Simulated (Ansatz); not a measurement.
A series of calculations on Ru

**1. Relaxation**

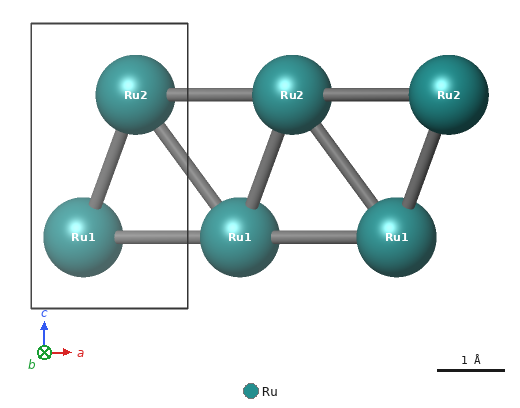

This is the input geometry for a relaxation of crystalline Ru (set up in P6_3/mmc). A ball-and-stick model of the cell of the calculation, repeated 3 × 1 × 1 with one cell outlined, seen along the b axis.

Method: Ansatz 0.2.0, DFT PBEsol, scalar-relativistic, plane waves, PAW.

Input file:
```yaml
crystal:
  lattice:
    - [2.7078263433, 0.0, 0.0]
    - [-1.3539131716, 2.3450464023, 0.0]
    - [0.0, 0.0, 4.26810178]
  atoms:
    - { symbol: Ru, position: [0.33333333, 0.66666667, 0.25] }
    - { symbol: Ru, position: [0.66666667, 0.33333333, 0.75] }
basis:
  ecutwfc: 420
kpoints:
  mp_grid: { grid: [18, 18, 10] }
hamiltonian:
  xc: pbesol
scf:
  occupations: { method: gaussian, width: 0.1 }
output:
  forces: true
  stress: true
  eigenvalues: true
relax:
  adjacent_minimum: "off"
  f_tol: 0.005
  max_steps: 80
  cell: { stress_tol: 0.05 }
```

Launched with:
```bash
ansatz run input.yaml --threads 1 --pin off --max-ram 2560MiB --backend cpu --events-out ev --progress --plain --runs-dir out
```

### Predict the outcome.

The energy falls by 4.3 meV per atom in 2 accepted moves (4 points after the start). All forces vanish by symmetry, so only the cell relaxes. Pressure: −5.73 GPa at the start and 0.02 GPa at the end. The line search rejected the trial step at point 1 of the run. The SCF was repeated once at an unchanged geometry on a basis and grid sized afresh for the cell, which shifted the energy by 0.1 meV per atom at most. The atoms keep their places relative to the cell (all moves are under 0.005 Å). The volume changes by −1.7 %, with a = b 2.708 → 2.689 Å (−0.7 %), c 4.268 → 4.252 Å (−0.4 %). Among the contacts that change: Ru1–Ru1 2.708 → 2.689 Å, Ru1–Ru2 2.645 → 2.633 Å. The space group stays P6_3/mmc (No. 194). The run took 60 s on 1 thread of Intel(R) Xeon(R) Processor @ 2.50GHz (Skylake/Cascade Lake), with other jobs on the host, peak memory 0.41 GiB.

Step by step:

```tsv
step	E − E(0), meV/atom	pressure, GPa	volume, Å³/atom	note
0	0.00	-5.73	13.551	
1	1.31	7.10	13.059	rejected
2	-4.38	-0.23	13.327	
3	-4.39	0.01	13.318	
4	-4.32	0.02	13.318	same geometry, new basis
```

**2. A change**

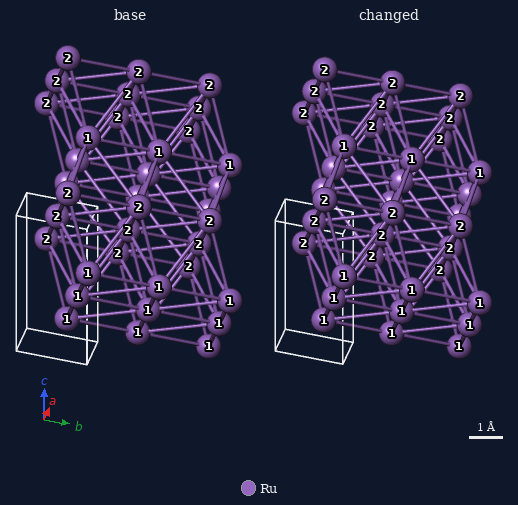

Left: solid Ru (set up in P6_3/mmc). Right: the same structure after one change, at the same scale. The picture is a ball-and-stick view of the cell of the calculation, repeated 3 × 3 × 2 with one cell outlined, seen from a free direction.

These are results of DFT PBEsol, scalar-relativistic, plane waves, PAW in Ansatz 0.2.0, not measurements. Settings: plane-wave cutoff 420 eV; k-point mesh 18 × 18 × 10; occupations gaussian; smearing width 0.1 eV; no spin polarisation.

The crystal is put under a hydrostatic pressure of 60 GPa. Cell and atoms are relaxed at that pressure.

### What does the change do?

Energy change: +264 meV per atom. Pressure: 0.0 GPa before, 60.0 GPa after. Cell: a = b 2.689 → 2.573 Å (−4.3 %), c 4.252 → 4.087 Å (−3.9 %). Volume −12.0 %. No atom moves by more than 0.005 Å relative to the cell. Among the bonded contacts that change: Ru–Ru 2.689 → 2.573 Å, Ru–Ru 2.633 → 2.527 Å. The space group stays P6_3/mmc (No. 194).

**3. Series**

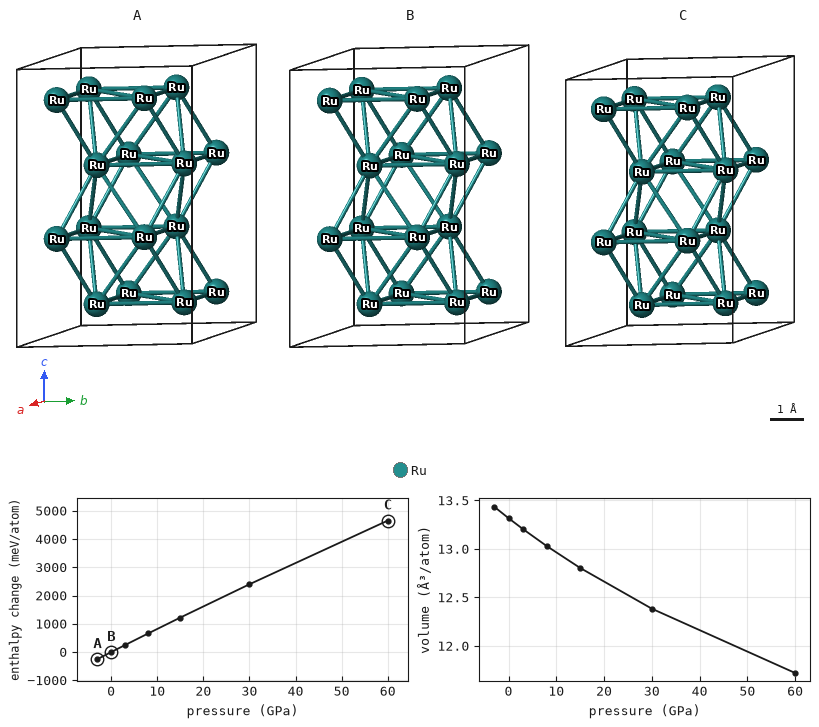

Members of a series of calculations on crystalline Ru (set up in P6_3/mmc), marked on the first curve. Style: ball-and-stick. Shown: the cell of the calculation, repeated to show the pattern, slightly off an axis.

The calculation used DFT PBEsol, scalar-relativistic, plane waves, PAW in Ansatz. (plane-wave cutoff 420 eV; k-point mesh 18 × 18 × 10; occupations gaussian; smearing width 0.1 eV; no spin polarisation)

Q: How does the crystal respond to pressure?

A: The structure is relaxed at several pressures. A (pressure −3.0 GPa): enthalpy change −250 meV/atom, volume 13.44 Å³ per atom. B (pressure 0.0 GPa): enthalpy change 0.0 meV/atom, volume 13.32 Å³ per atom. C (pressure 60.0 GPa): enthalpy change 4654 meV/atom, volume 11.72 Å³ per atom. The rest compares A with C. The drawn cell changes as follows: a = b 5.396 → 5.147 Å (−4.6 %), c 8.527 → 8.175 Å (−4.1 %); the volume changes by −12.8 %. Some distances before and after: Ru–Ru 2.698 → 2.573 Å, Ru–Ru 2.640 → 2.527 Å.
